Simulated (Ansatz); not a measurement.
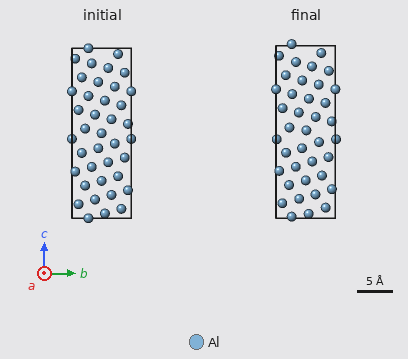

The structure of an interface cell of composition Al before (left) and after (right) a relaxation, at one scale.

A spheres-only model of the cell of the calculation (origin shifted), seen along the a axis.

Case: symmetric tilt boundary Sigma 9 (2 2 1), mirror between planes, shift [0, 0.5].

Theory: Ansatz 0.2.0, DFT PBE, scalar-relativistic, plane waves, PAW.

The input:
```yaml
crystal:
  lattice:
    - [2.857741536, 0.0, 0.0]
    - [0.0, 8.573224608, 0.0]
    - [0.0, 0.0, 24.5487410278]
  atoms:
    - { symbol: Al, position: [1.0, 0.4444444444, 0.0410477223] }
    - { symbol: Al, position: [1.0, 0.8888888889, 0.0959243564] }
    - { symbol: Al, position: [0.0, 0.2222222222, 0.2605542588] }
    - { symbol: Al, position: [0.0, 0.6666666667, 0.3154308929] }
    - { symbol: Al, position: [0.5, 0.1666666667, 0.0684860394] }
    - { symbol: Al, position: [0.5, 0.6111111111, 0.1233626735] }
    - { symbol: Al, position: [0.5, 0.3888888889, 0.3428692099] }
    - { symbol: Al, position: [0.5, 0.8333333333, 0.3977458441] }
    - { symbol: Al, position: [0.5, 0.7222222222, 0.0136094053] }
    - { symbol: Al, position: [0.5, 0.0555555556, 0.1782393076] }
    - { symbol: Al, position: [0.5, 0.5, 0.2331159417] }
    - { symbol: Al, position: [0.5, 0.9444444444, 0.2879925758] }
    - { symbol: Al, position: [0.5, 0.2777777778, 0.4526224782] }
    - { symbol: Al, position: [0.0, 0.3333333333, 0.1508009905] }
    - { symbol: Al, position: [0.0, 0.7777777778, 0.2056776247] }
    - { symbol: Al, position: [0.0, 0.1111111111, 0.370307527] }
    - { symbol: Al, position: [0.0, 0.5555555556, 0.4251841611] }
    - { symbol: Al, position: [1.0, 0.0, 0.4800607952] }
    - { symbol: Al, position: [1.0, 0.9444444444, 0.9528419847] }
    - { symbol: Al, position: [1.0, 0.3888888889, 0.8979653506] }
    - { symbol: Al, position: [0.0, 0.7222222222, 0.7333354482] }
    - { symbol: Al, position: [0.0, 0.1666666667, 0.6784588141] }
    - { symbol: Al, position: [0.5, 0.6666666667, 0.9254036676] }
    - { symbol: Al, position: [0.5, 0.1111111111, 0.8705270335] }
    - { symbol: Al, position: [0.5, 0.8888888889, 0.6510204971] }
    - { symbol: Al, position: [0.5, 0.3333333333, 0.596143863] }
    - { symbol: Al, position: [0.5, 0.2222222222, 0.9802803018] }
    - { symbol: Al, position: [0.5, 0.5555555556, 0.8156503994] }
    - { symbol: Al, position: [0.5, 0.0, 0.7607737653] }
    - { symbol: Al, position: [0.5, 0.4444444444, 0.7058971312] }
    - { symbol: Al, position: [0.5, 0.7777777778, 0.5412672289] }
    - { symbol: Al, position: [0.0, 0.8333333333, 0.8430887165] }
    - { symbol: Al, position: [0.0, 0.2777777778, 0.7882120824] }
    - { symbol: Al, position: [0.0, 0.6111111111, 0.62358218] }
    - { symbol: Al, position: [0.0, 0.0555555556, 0.5687055459] }
    - { symbol: Al, position: [1.0, 0.5, 0.5138289118] }
basis:
  ecutwfc: 420
kpoints:
  mp_grid: { grid: [12, 4, 2] }
hamiltonian:
  xc: pbe
scf:
  occupations: { method: gaussian, width: 0.1 }
output:
  forces: true
  stress: true
  eigenvalues: true
  populations: true
  write_density: true
  write_potential: true
  elf: true
  volumetric_format: npy
relax:
  adjacent_minimum: "off"
  f_tol: 0.02
  max_steps: 60
  cell: { fix: [a, b, alpha, beta, gamma], stress_tol: 0.1 }
```

Launched with:
```bash
ansatz run input.yaml --threads 4 --pin off --max-ram 11264MiB --backend cpu --events-out ev --progress --plain --runs-dir out
```

What changed between the two?

The energy falls by 2.477 eV per cell of the calculation in 3 accepted moves (4 points after the start). Largest force component: 3.7 eV/Å at the start, 0.018 eV/Å at the end. The pressure goes from 2.47 to −0.01 GPa. At 1 point the geometry stayed and the basis and grid were re-selected for the new cell (energy shift of 4.7 meV per cell of the calculation at most each time). The largest moves relative to the cell, 0.26 Å, are those of Al9 and Al27. Al9 goes along [0 3 2]. The volume changes by +1.6 %, with a unchanged at 2.858 Å, b unchanged at 8.573 Å, c 24.549 → 24.935 Å (+1.6 %). Among the contacts that change: Al5–Al27 2.217 → 2.667 Å, Al17–Al36 2.228 → 2.667 Å, Al13–Al17 2.858 → 2.982 Å, Al19–Al32 2.858 → 2.970 Å.
